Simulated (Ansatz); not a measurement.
Input

```
crystal:
  lattice:
    - [3.6045556795, 0.0, 0.0]
    - [0.0, 5.0976115282, 0.0]
    - [0.0, 0.0, 24.0113891987]
  atoms:
    - { symbol: Hf, position: [0.5, 0.5, 0.3123517735] }
    - { symbol: O, position: [0.0, 0.75, 0.3123517735] }
    - { symbol: O, position: [0.0, 0.25, 0.3123517735] }
    - { symbol: Hf, position: [0.0, 0.0, 0.3874110641] }
    - { symbol: O, position: [0.5, 0.25, 0.3874110641] }
    - { symbol: O, position: [0.5, 0.75, 0.3874110641] }
    - { symbol: Hf, position: [0.5, 0.5, 0.4624703547] }
    - { symbol: O, position: [0.0, 0.75, 0.4624703547] }
    - { symbol: O, position: [0.0, 0.25, 0.4624703547] }
    - { symbol: Hf, position: [0.0, 0.0, 0.5375296453] }
    - { symbol: O, position: [0.5, 0.25, 0.5375296453] }
    - { symbol: O, position: [0.5, 0.75, 0.5375296453] }
    - { symbol: Hf, position: [0.5, 0.5, 0.6125889359] }
    - { symbol: O, position: [0.0, 0.75, 0.6125889359] }
    - { symbol: O, position: [0.0, 0.25, 0.6125889359] }
    - { symbol: Hf, position: [0.0, 0.0, 0.6876482265] }
    - { symbol: O, position: [0.5, 0.25, 0.6876482265] }
    - { symbol: O, position: [0.5, 0.75, 0.6876482265] }
basis:
  ecutwfc: 420
kpoints:
  mp_grid: { grid: [7, 5, 1] }
hamiltonian:
  xc: pbe
scf:
  occupations: { method: gaussian, width: 0.05 }
output:
  forces: true
  eigenvalues: true
  write_density: true
  write_potential: true
  elf: true
  volumetric_format: npy
relax:
  adjacent_minimum: "off"
  f_tol: 0.02
  max_steps: 60
efield:
  axis: 3
  dipole_correction: true
  ramp_width: 0.04
```

Run with:

```sh
ansatz run input.yaml --threads 4 --pin off --max-ram 9216MiB --backend cpu --events-out ev --progress --plain --runs-dir out
```

The fields are those of the run's last geometry, not of the input's.

Built by placing these elements on a known structure type.

These are results of Ansatz 0.2.0, DFT PBE, scalar-relativistic, plane waves, PAW, not measurements.

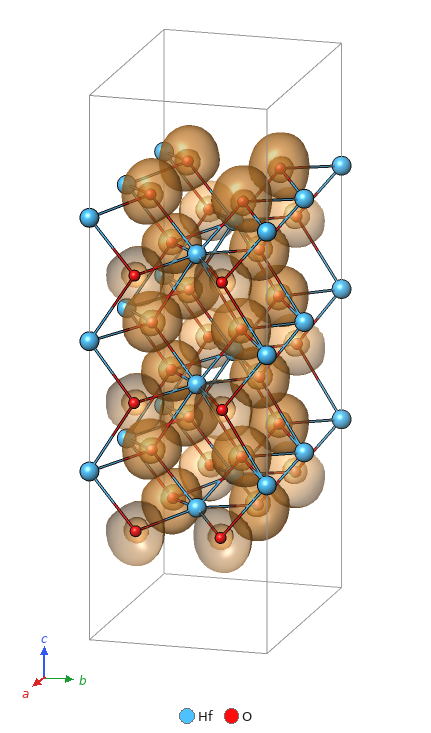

HfO$_{2}$ (slab). Isosurface of the electron localisation function at 0.7 (orange), seen slightly off an axis. Only the valence region is drawn (cores and ρ < 0.01 e/Å³ removed). Sticks mark near contacts.

In a PAW calculation such maps are meaningful between the atoms, not at the nuclei.

Q: Identify the bonds, lone pairs and shells in this picture.

A: The surface consists of twelve regions wrapped around O (the valence shell of each), counted in one cell of 18 atoms. Counts are for one cell; the picture repeats the cell along the surface. Profiles from the grid: Hf–O (2.02 Å): the ELF peaks at about 0.80 in the valence shell of O, 0.6 Å from its nucleus, and drops to about 0.25 between the two atoms; no localised pair shows between them. Hf–O (2.08 Å): the ELF peaks at about 0.80 in the valence shell of O, 0.6 Å from its nucleus, and drops to about 0.20 between the two atoms: no shared electron pair shows on this line.
